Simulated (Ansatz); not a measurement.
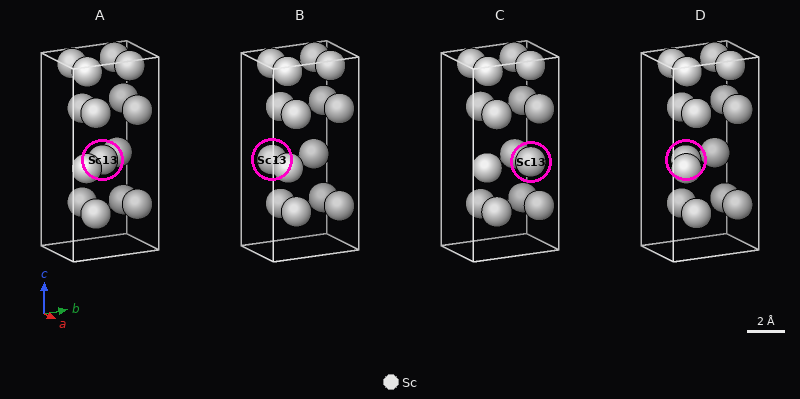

4 geometries from a converged minimum-energy path of a defect cell of composition Sc with a Sc vacancy (15 atoms in the cell), shuffled. Style: spheres-only. Shown: the simulation cell (origin moved), slightly off an axis. The moving atom is ringed, with any periodic copies.

Method: DFT, PAW plane waves, PBE in Ansatz. Set-up: plane-wave cutoff 420 eV; k-point mesh 3 × 3 × 2; Fermi-Dirac smearing 0.1 eV; 3 movable images; climbing image; force threshold 0.1 eV/Å; iteration limit 40.

Question: Which of them lies highest in energy?

Answer: A. In order along the path, whose images run from 0 to 4: B (image 0, 0.000 eV), D (image 1, +0.025 eV), A (image 2, +0.110 eV), C (image 4, 0.000 eV). It is a vacancy jump: a nearby atom moves into the empty site and leaves its own site empty. A Sc atom travels furthest, 3.33 Å from end to end, along [1 1 0], on a path that bends up to 0.27 Å away from the straight line. At the highest image its nearest neighbour (Sc) is 3.14 Å away, against 3.28 Å at the start, and the surrounding atoms stand up to 0.62 Å off the mean of their end positions.

Limits of the set-up: the periodic images lie only 6.7 Å apart, so the values are limited by the cell's size.
